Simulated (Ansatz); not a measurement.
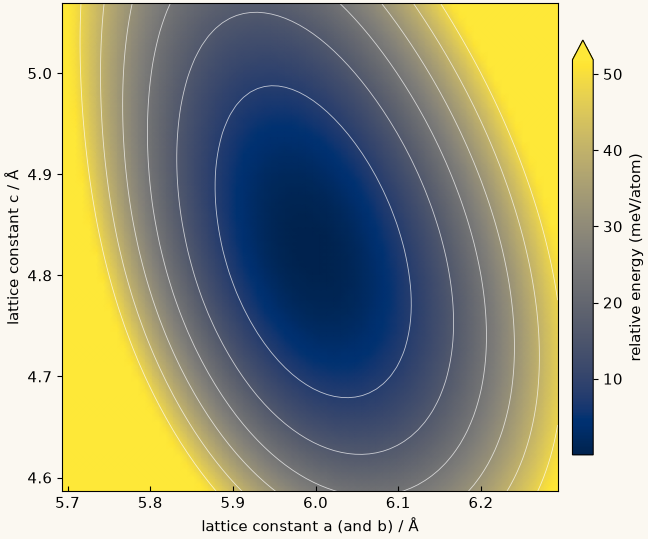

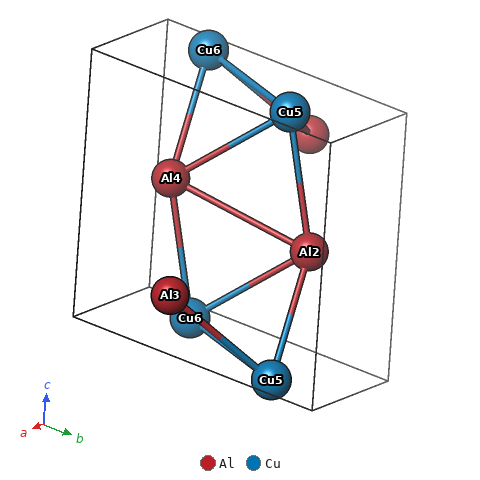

Energy landscape of Al₂Cu (I4/mcm, No. 140; 6 atoms in the cell). The energy is mapped over the lattice constants a and c of the conventional cell. First axis: lattice constant a (and b). Second axis: lattice constant c. Nothing is relaxed (fractional coordinates fixed). Grid: 11 × 11 points. Energies: meV/atom, counted from the lowest grid point. Computed with Ansatz 0.2.0, DFT PBEsol, scalar-relativistic, plane waves, PAW. Settings: cutoff 520 eV, k-mesh 10×10×10, gaussian smearing 0.15 eV, no spin polarisation.

Drawn: a smooth colour map with a few white contour lines, one colour for all values above the top of the scale. Between grid points the surface is interpolated. The second picture is the structure at the lowest point

Summarise what can be read from the map.

The lowest grid point is at lattice constant a (and b) = 5.993 Å, lattice constant c = 4.828 Å. No other kind of well shows on this grid. The highest grid point, lattice constant a (and b) = 5.693 Å, lattice constant c = 4.586 Å, lies 133 meV/atom above the lowest. Round the minimum the valley is somewhat tilted: raising lattice constant a (and b) shifts the best value of lattice constant c downwards (coupling k₁₂/√(k₁₁k₂₂) about 0.4).

Grid values (meV/atom):

```csv
"lattice constant c ↓, lattice constant a (and b) →",5.693,5.753,5.813,5.873,5.933,5.993,6.053,6.113,6.173,6.233,6.293
5.069,55,38,26,19,17,20,27,39,54,72,94
5.021,56,36,23,14,11,13,20,30,44,62,83
4.972,57,36,21,11,7,8,13,23,36,53,73
4.924,60,37,20,9,4,4,8,17,29,45,64
4.876,64,39,21,9,2,1,4,12,24,39,57
4.828,70,43,24,10,3,0,2,9,20,34,52
4.779,78,50,28,14,5,1,2,8,17,31,48
4.731,88,58,35,19,9,4,4,8,17,30,46
4.683,100,69,45,27,15,9,8,11,19,31,47
4.635,115,82,56,37,24,16,14,17,24,35,49
4.586,133,98,71,50,35,27,23,24,30,40,54
```

The input of one point:

```yaml
crystal:
  lattice:
    - [-2.9965086402, 2.9965086402, 2.4138103907]
    - [2.9965086402, -2.9965086402, 2.4138103907]
    - [2.9965086402, 2.9965086402, -2.4138103907]
  atoms:
    - { symbol: Al, position: [0.1593210787, 0.6593210787, 0.8186421574] }
    - { symbol: Al, position: [0.6593210787, 0.8406789213, 0.5] }
    - { symbol: Al, position: [0.8406789213, 0.3406789213, 0.1813578426] }
    - { symbol: Al, position: [0.3406789213, 0.1593210787, 0.5] }
    - { symbol: Cu, position: [0.75, 0.75, 0.0] }
    - { symbol: Cu, position: [0.25, 0.25, 0.0] }
basis:
  ecutwfc: 520.0
kpoints:
  mp_grid: { grid: [10, 10, 10] }
hamiltonian:
  xc: pbesol
  pseudopotentials: { kind: paw, azcp: { folder: soft_1 } }
scf:
  occupations: { method: gaussian, width: 0.15 }
output:
  forces: true
  stress: true
  eigenvalues: true
  write_density: true
  write_potential: true
  elf: true
  volumetric_format: npy
```

The whole map (121 points run) took 15 min on 4 threads of Arm Neoverse V1, on a shared host.
